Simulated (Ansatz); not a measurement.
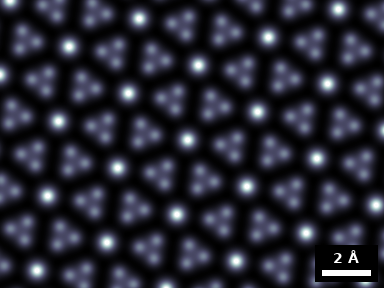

Projected-potential map of a crystal. Computed as the sum of neutral-atom potentials (tabulated electron scattering factors, B = 0.5 Å²) projected along the beam and smoothed by 0.25 Å; brighter is more positive.

What two-dimensional lattice does the image show, and how large is its cell?

The pattern repeats on a hexagonal net with a repeat of 3.2 Å.

What is the plane group of the image?

p6mm: sixfold points with mirror lines through them.

How many columns does the smallest repeating cell hold, and how many levels of brightness?

7 columns in the primitive cell of 8.7 Å², with 2 levels of brightness (about 100, 50 % of the brightest, counted from the darkest point).

The crystal is C (Pm-3n, No. 223) seen along [111]. Structure used: the geometry relaxed with DFT, PBE, plane waves (420 eV) with PAW, scalar-relativistic in Ansatz; the starting structure was generated, so it need not be a known form of this composition.
